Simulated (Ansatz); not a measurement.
Consider W₂₄S₄₇ (cell with a defect).

W₂₄S₄₇ (cell with a defect), 71 atoms, a = 11.04 Å, b = 11.04 Å, c = 14.87 Å, α = 90.00°, β = 90.00°, γ = 120.00°.

Method: Ansatz, DFT PBE, scalar-relativistic, plane waves, PAW.

> Predict the valence pseudo-density and electron localisation function between the atoms.

W–S (2.42 Å): ρ is about 0.62 e/Å³ halfway; the ELF peaks at about 0.85 in the valence shell of S, 0.8 Å from its nucleus, and is about 0.50 at the midpoint.
W–S (2.42 Å): the density is about 0.62 e/Å³ at the midpoint; the ELF peaks at about 0.85 in the valence shell of S, 0.8 Å from its nucleus, and is about 0.50 at the midpoint.

> Does the calculation give a band gap?

It is gapped, with a Kohn–Sham gap of 1.1 eV on the k-point mesh, an upper bound to the gap of this method.

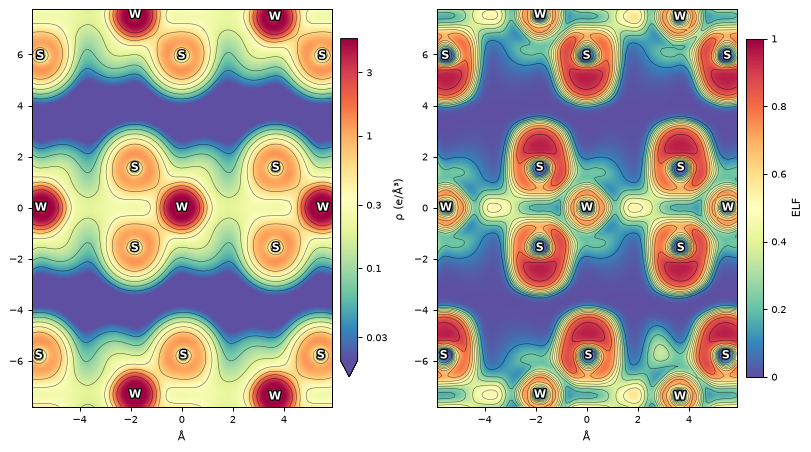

Computed valence pseudo-density and electron localisation function on the (100) plane of the calculation cell, in this order. 

Core electrons are frozen (PAW), and the valence fields are smoothed inside the atomic spheres.
